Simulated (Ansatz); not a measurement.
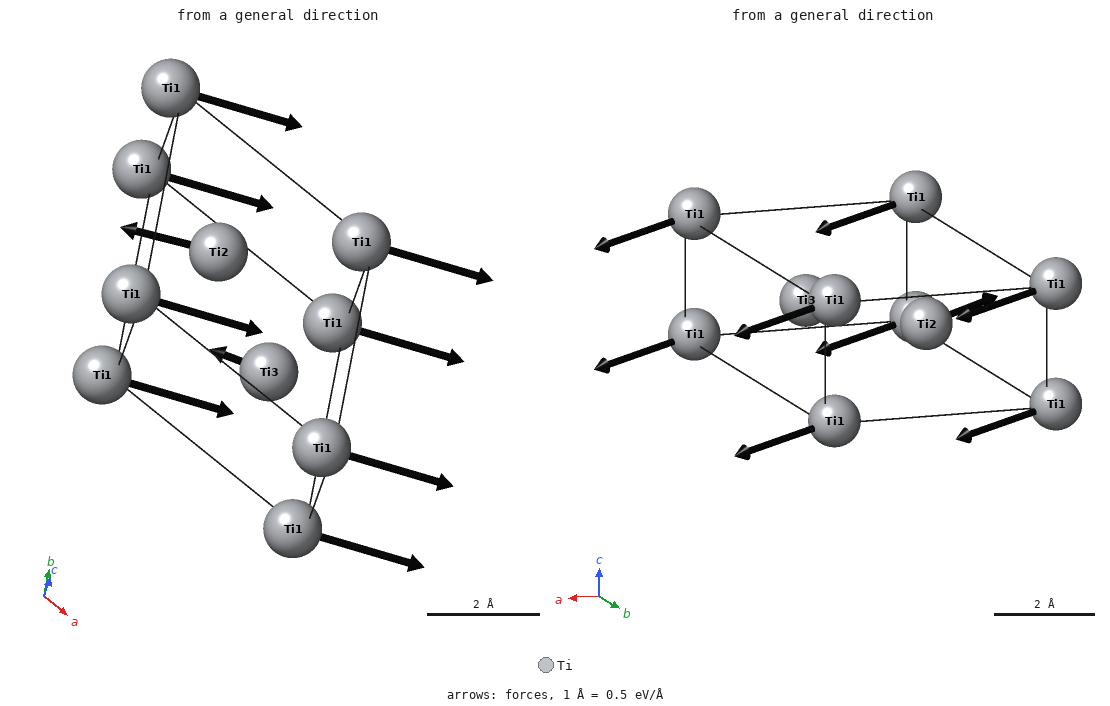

View from two general directions, drawn as a spheres-only model. Lines trace the edges of the simulation cell. The arrows are the computed forces on the atoms.

System: Ti. Results below were computed with DFT PBEsol, scalar-relativistic, plane waves, PAW (Ansatz 0.2.0); the settings were a basis cut at 420 eV, k-points on a 12×12×18 grid, Gaussian smearing of 0.15 eV, no spin polarisation.

### Could this be the end point of a relaxation?

No. The atoms still feel forces of up to about 0.99 eV/Å, far above a usual threshold of 0.01 to 0.03 eV/Å.

### Which atom is pushed hardest?

Ti1, about 0.99 eV/Å.

The structure comes from a structure listed in the Materials Project. The cell was then strained or its atoms displaced on purpose. Ansatz was used for an electronic-structure calculation on it.
